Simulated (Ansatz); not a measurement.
Read the following structure.

```
CELL_PARAMETERS angstrom
6.25191 0.00000 0.00000
0.00000 3.81229 0.00000
-1.93015 0.00000 3.28756
ATOMIC_POSITIONS crystal
Si 0.24998 0.50000 0.27236
Si 0.75002 0.50000 0.72764
Ni 0.00000 0.00000 0.00000
Si 0.74998 0.00000 0.27236
Si 0.25002 0.00000 0.72764
Ni 0.50000 0.50000 0.00000
```

Q: What crystal do these data define?

A: The material is Si$_{2}$Ni. The lattice is base-centred monoclinic and the space group C2/m (No. 12). Atoms per cell: 6 (4 Si, 2 Ni). The neighbours of Si are four Ni in a tetrahedral arrangement at 2.27 to 2.40 Å. Ni is linked to eight Si in a cubic arrangement at 2.27 to 2.40 Å. The bonds build a three-dimensional framework.

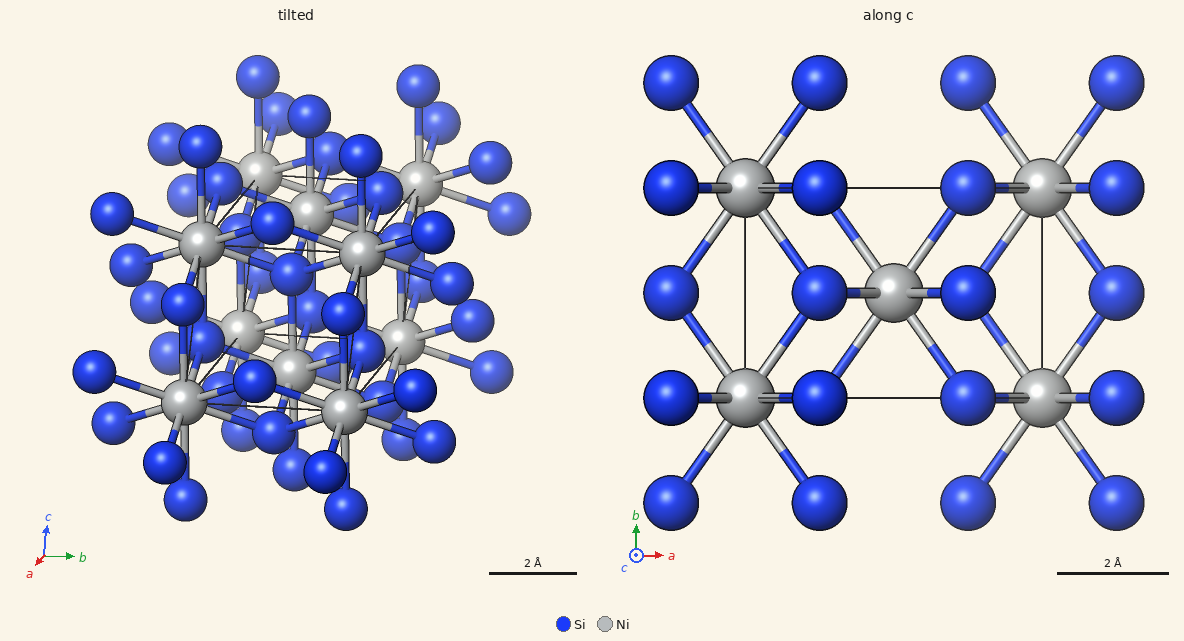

Structure drawing (ball-and-stick), viewed slightly off an axis and along the c axis. One conventional unit cell is outlined, and atoms on its boundary appear in each equivalent place. A few atoms beyond the faces are included.

The cell started as a structure listed in the Materials Project. The cell was then strained or its atoms displaced on purpose. The atoms were relaxed in a fixed cell with Ansatz, DFT PBEsol, scalar-relativistic, plane waves, PAW.
